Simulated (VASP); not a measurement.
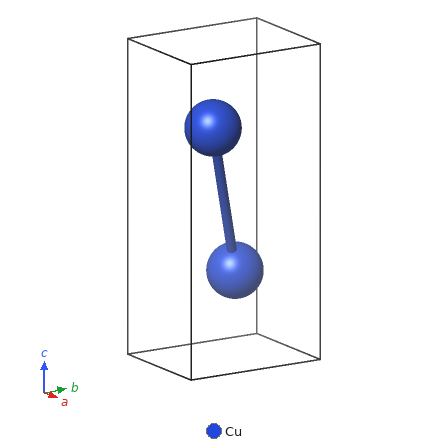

System: Cu, space group P6_3/mmc (No. 194). The picture shows the conventional cell.

Input of the run:
```
SYSTEM = Cu
PREC = Accurate ; ENCUT = 520
EDIFF = 1E-7 ; ISMEAR = -1
SIGMA = 0.05 ; LREAL = .FALSE.
LASPH = .TRUE. ; NELM = 100
ALGO = Normal ; ISIF = 2
LWAVE = .FALSE. ; LCHARG = .TRUE.
GGA = PS ; LELF = .TRUE.
LVHAR = .TRUE. ; NBANDS = 18
```

Command:
```bash
cat potpaw_PBE.64/Cu/POTCAR > POTCAR
mpirun -np 1 vasp_std > vasp.out
```

Calculation (VASP 6.6.1): plane-wave DFT, no spin polarisation; energies at scaled volumes of the given cell, shape and fractions fixed, counted from the fit's minimum, third-order Birch-Murnaghan fit. Level: PBEsol.

k mesh 12×12×7; occupations Fermi–Dirac; smearing width 0.05 eV; potentials VASP PAW PBE potentials, recommended; wave cutoff 520 eV.

Describe the result: the energy and pressure against volume. The volume takes the values 10.75, 10.98, 11.21, 11.44, 11.66, 11.89, 12.12 Å³/atom.

A third-order Birch–Murnaghan fit gives V0 = 11.39 Å³/atom, B0 = 162 GPa and B′ = 5.0. The energy is 20.71 meV/atom at volume 10.75 Å³/atom and 20.86 meV/atom at 12.12 Å³/atom; the lowest computed point is at volume 11.44 Å³/atom (0.07 meV/atom), in a single well. The pressure falls from 10.80 GPa at volume 10.75 Å³/atom to −8.72 GPa at 12.12 Å³/atom, and changes sign near 11.39 Å³/atom.

```csv
volume (Å³/atom),energy (meV/atom),pressure (GPa)
10.75,20.71,10.80
10.98,8.25,6.50
11.21,1.60,2.68
11.44,0.07,-0.70
11.66,3.12,-3.70
11.89,10.20,-6.36
12.12,20.86,-8.72
```

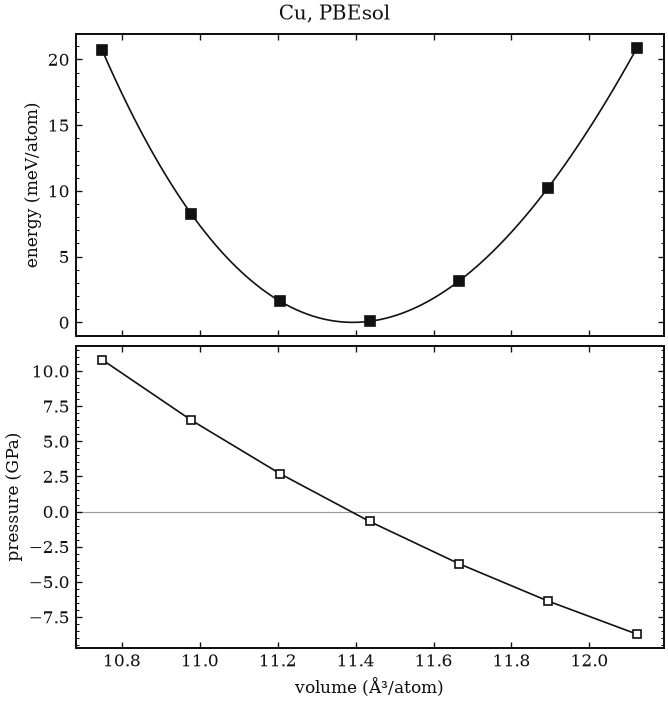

Caveats: shape and atomic fractions are frozen while scaling, which makes layered, chain and framework solids too stiff.
